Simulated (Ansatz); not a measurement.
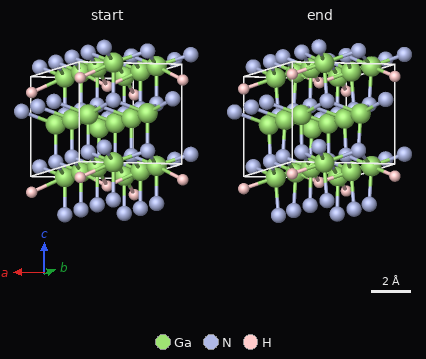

The structure of a defect cell of composition Ga$_{6}$HN$_{6}$ (cell charge −1) before (left) and after (right) a relaxation, at one scale.

A ball-and-stick model of the larger cell on standard axes (2 times the calculation's cell), seen from a free direction.

Case: H interstitial, charge -1, atoms relaxed. The atoms of the start lie slightly off their symmetric places, so part of the fall in energy undoes that.

The calculation used DFT PBE, scalar-relativistic, plane waves, PAW (Ansatz 0.2.0).

The input:
```yaml
crystal:
  lattice:
    - [0.0, 0.0, -5.2431684262]
    - [4.827556226, 2.7871908866, 0.0]
    - [1.0e-10, -5.5743817732, 0.0]
  atoms:
    - { symbol: Ga, position: [0.5008651352, 0.6666666667, 0.6666666667] }
    - { symbol: Ga, position: [0.5008651352, 0.3333333333, 0.0] }
    - { symbol: Ga, position: [0.5008651352, 1.0, 0.3333333333] }
    - { symbol: Ga, position: [0.0008651352, 0.3333333333, 0.3333333333] }
    - { symbol: Ga, position: [0.0008651352, 0.0, 0.6666666667] }
    - { symbol: Ga, position: [0.0008651352, 0.6666666667, 0.0] }
    - { symbol: "N", position: [0.1241348648, 0.6666666667, 0.6666666667] }
    - { symbol: "N", position: [0.1241348648, 0.3333333333, 0.0] }
    - { symbol: "N", position: [0.1241348648, 1.0, 0.3333333333] }
    - { symbol: "N", position: [0.6241348648, 0.3333333333, 0.3333333333] }
    - { symbol: "N", position: [0.6241348648, 0.0, 0.6666666667] }
    - { symbol: "N", position: [0.6241348648, 0.6666666667, 0.0] }
    - { symbol: H, position: [0.8409215319, -0.0060824792, 0.0049553781] }
total_charge: -1
basis:
  ecutwfc: 420
  xc_grid: 2
kpoints:
  mp_grid: { grid: [3, 3, 3], shift: [0.0, 0.0, 0.0] }
hamiltonian:
  xc: pbe
scf:
  occupations: { method: gaussian, width: 0.02 }
output:
  forces: true
  stress: false
  eigenvalues: true
  write_density: true
  write_potential: true
  elf: true
  volumetric_format: npy
relax:
  adjacent_minimum: "off"
  f_tol: 0.02
  max_steps: 60
```

Launched with:
```bash
ansatz run input.yaml --threads 4 --pin off --max-ram 10240MiB --backend cpu --events-out ev --progress --plain --runs-dir out
```

**What changed between the two?**

Over 4 accepted moves (5 points after the start) the energy falls by 0.744 eV per cell of the calculation. The largest force component goes from 1.4 to 0.016 eV/Å. 1 step only repeated the SCF at the same geometry. The atom that moves furthest is H13 (0.20 Å roughly along [1 0 3]). By element the largest moves are H 0.20 Å, Ga 0.13 Å, N 0.12 Å. The cell doesn't change. Among the contacts that change: Ga5–H13 2.080 → 1.838 Å, Ga4–H13 2.042 → 1.839 Å, Ga6–H13 1.995 → 1.839 Å, Ga1–N7 1.975 → 1.936 Å. Among the angles between lasting bonds that change: Ga5–N7–Ga6 109.8° → 97.8°, N8–Ga4–N9 109.8° → 118.6°, N7–Ga4–N8 109.8° → 103.3°. Cost: 28 s on 4 threads of Arm Neoverse V2, on a shared host, peak memory 0.55 GiB.

Limits of the set-up: the periodic images lie only 5.2 Å apart, so the values are limited by the cell's size; the cell is charged, on a uniform background, and energies carry no finite-size correction.
